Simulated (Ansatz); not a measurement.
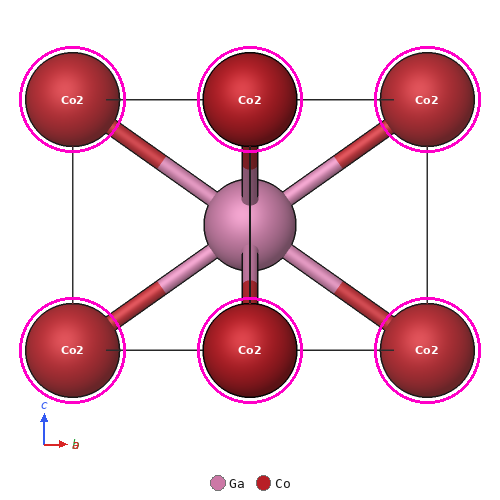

The system is GaCo (Pm-3m, No. 221; 2 atoms in the cell); the picture shows the reference structure. Atom Co2 is moved over a plane while all other atoms and the cell stay fixed (its periodic images move with it) (x, y and z along the cube axes). Coordinates scanned: (1) shift of Co2 along the Cartesian direction [1 1 0]; (2) shift of Co2 along z. Grid: 5 × 5 points; 9 points were computed and 16 follow by symmetry. Points are written as (first, second). Energies: meV per cell, counted from the lowest grid point. The runs have no spin polarisation; a magnetic state may lie lower. The reference cell is the one listed in the database, not relaxed at this level. All numbers below come from DFT PBEsol, scalar-relativistic, plane waves, PAW (Ansatz). Settings: cutoff 420 eV, k-mesh 16×16×16, gaussian smearing 0.15 eV, no spin polarisation.

Its coordinates:

```
CELL_PARAMETERS angstrom
2.88310 0.00000 0.00000
0.00000 2.88310 0.00000
0.00000 0.00000 2.88310
ATOMIC_POSITIONS crystal
Ga 0.50000 0.50000 0.50000
Co 0.00000 0.00000 0.00000
```

Range: shift of Co2 along the Cartesian direction [1 1 0] from −0.2 to 0.2 Å; shift of Co2 along z from −0.2 to 0.2 Å.

> What landscape does the calculation give?

The lowest grid point is at (0.0 Å, 0.0 Å). It is the only kind of minimum in the scanned range. The highest grid point, (−0.2 Å, −0.2 Å), lies 254 meV above the lowest. Near the minimum the well is nearly round, with a curvature of about 5.6 eV/Å².

```csv
"second ↓, first →",−0.2,−0.1,0.0,0.1,0.2
0.2,254,146,112,146,254
0.1,152,58,28,58,152
0.0,118,28,0,28,118
−0.1,152,58,28,58,152
−0.2,254,146,112,146,254
```

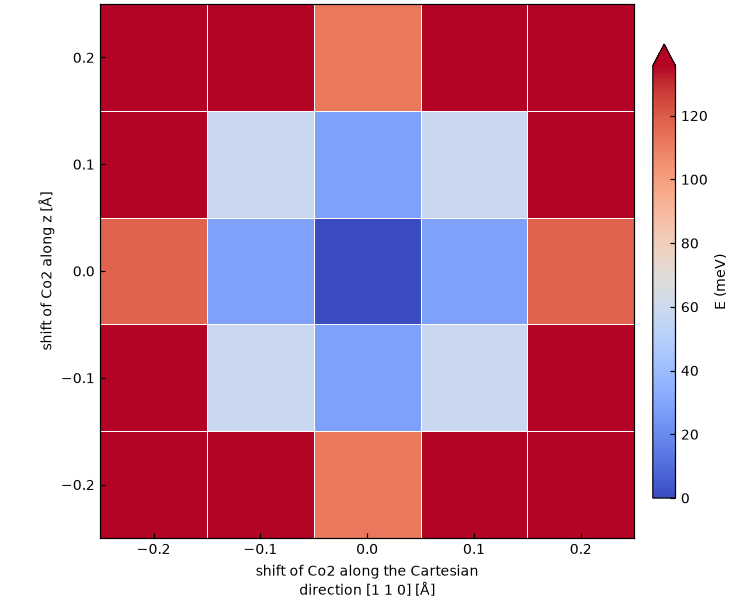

Drawn: one coloured cell a grid point, one colour for all values above the top of the scale.
